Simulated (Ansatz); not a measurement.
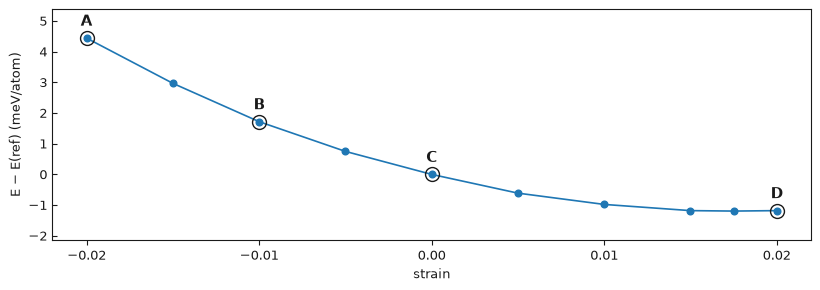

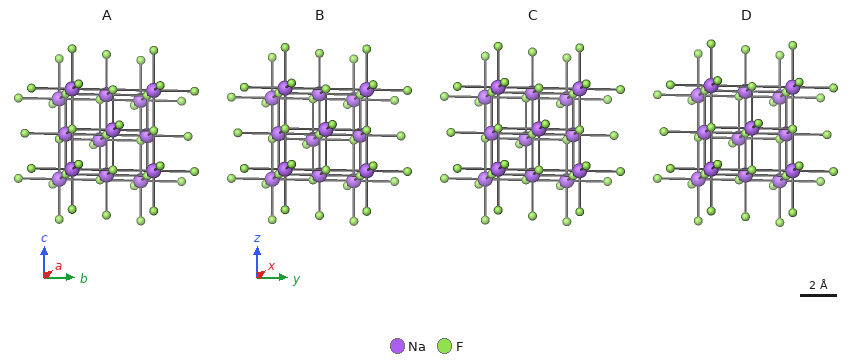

Energy scan for a crystal of NaF (Fm-3m), in which the cell is strained along z alone, with the atoms kept at their fractional coordinates. x, y and z are the Cartesian axes of the input. The lettered frames are marked on the plot. A ball-and-stick model of the conventional cell (4 times the calculation's cell), seen along the a axis, with a slight tilt. Lengths and directions refer to the drawn axes.

The calculation used DFT PBE, scalar-relativistic, plane waves, PAW in Ansatz 0.2.0. Settings: plane-wave cutoff 420 eV; k-point mesh 8 × 8 × 8; occupations gaussian; smearing width 0.05 eV; no spin polarisation. Energies (free energies at the smearing named) are counted from the cell as listed in its source, which wasn't relaxed.

What does the scan show?

Answer. Of the computed points the lowest is at the strain 0.0175, −1.20 meV/atom. The end points stand at 4.44 meV/atom (−0.02) and −1.18 meV/atom (0.02). The unrelaxed reference is under a pressure of 1.7 GPa, which tilts the curve. The distortion takes the space group from Fm-3m to I4/mmm. At the strain −0.02 the cell of the drawing goes c 4.647 → 4.554 Å.
